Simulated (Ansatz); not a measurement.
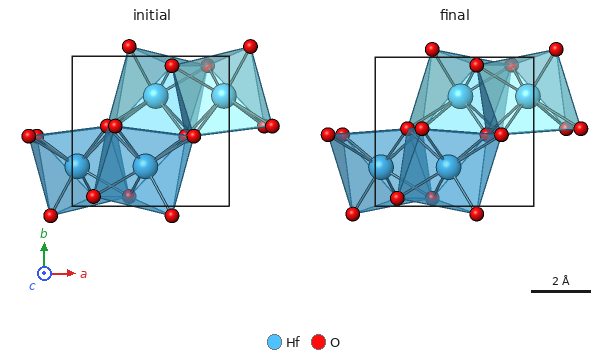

The structure of a crystal of HfO₂ (set up in Pca2_1) before (left) and after (right) a relaxation, at one scale.

A polyhedral model of the cell of the calculation, seen along the c axis.

Case: volume × 1.06, shape and atoms relaxed.

Method: DFT r2SCAN, scalar-relativistic, plane waves, PAW (Ansatz 0.2.0). Settings: plane-wave cutoff 500 eV; k-point mesh 6 × 6 × 6; occupations gaussian; smearing width 0.02 eV; no spin polarisation; cell relaxed at fixed volume; force threshold 0.01 eV/Å; at most 30 steps.

### Describe what moved and what it gained.

Over 5 accepted moves (6 points after the start) the energy falls by 37.7 meV per cell of the calculation. The largest force component goes from 0.09 to 0.0029 eV/Å. Pressure: −12.30 GPa at the start and −7.59 GPa at the end. The SCF was repeated once at an unchanged geometry on a basis and grid sized afresh for the cell, which shifted the energy by 0.1 meV per cell of the calculation at most. The largest moves relative to the cell, 0.13 Å, are those of O atoms. Largest moves by element: O 0.13 Å, Hf 0.05 Å. The drawn cell changes at constant volume: a 5.361 → 5.423 Å (+1.2 %), b 5.120 → 5.079 Å (−0.8 %), c 5.157 → 5.138 Å (−0.4 %). Near-neighbour distances that change, for instance: Hf–O 2.342 → 2.522 Å, Hf–O 2.152 → 2.100 Å, Hf–O 2.161 → 2.116 Å, Hf–Hf 3.474 → 3.452 Å. Bond angles that change, for instance: Hf–O–Hf 111.1° → 115.7°, Hf–O–Hf 99.9° → 95.7°, Hf–O–Hf 108.8° → 112.8°. The space group stays Pca2_1 (No. 29).
